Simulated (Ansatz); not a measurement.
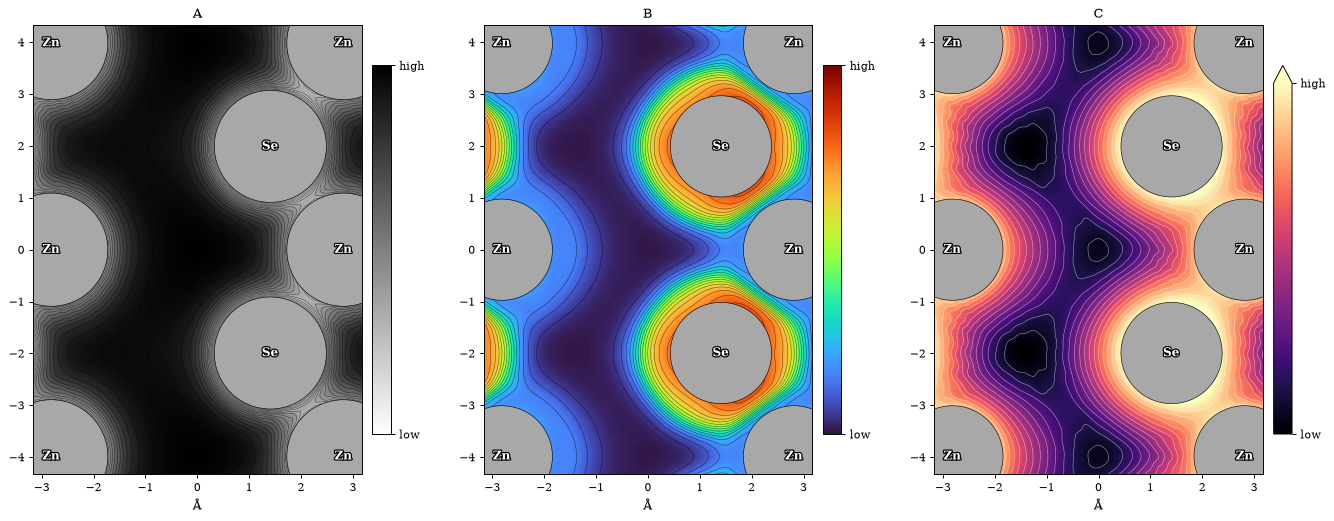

ZnSe: 3 fields on the (011) plane of the conventional cell, with unlabelled colour scales. Grey discs cover the atomic cores.

Space group F-43m; a structure from a database of computed crystals, not necessarily the ambient phase; started from the database structure prototype, which need not be the ambient phase.

Theory: Ansatz 0.2.0, DFT, PBEsol, plane waves, PAW.

**Which field does each panel show? The fields are: electron localisation function, electrostatic potential energy of an electron and valence pseudo-density.**

Panel A: electrostatic potential energy of an electron (low next to the atoms, rising into the space between them). Panel B: electron localisation function. Panel C: valence pseudo-density. From the grid: Zn–Se (2.44 Å): ρ is about 0.47 e/Å³ halfway; the ELF is about 0.60 at the midpoint.
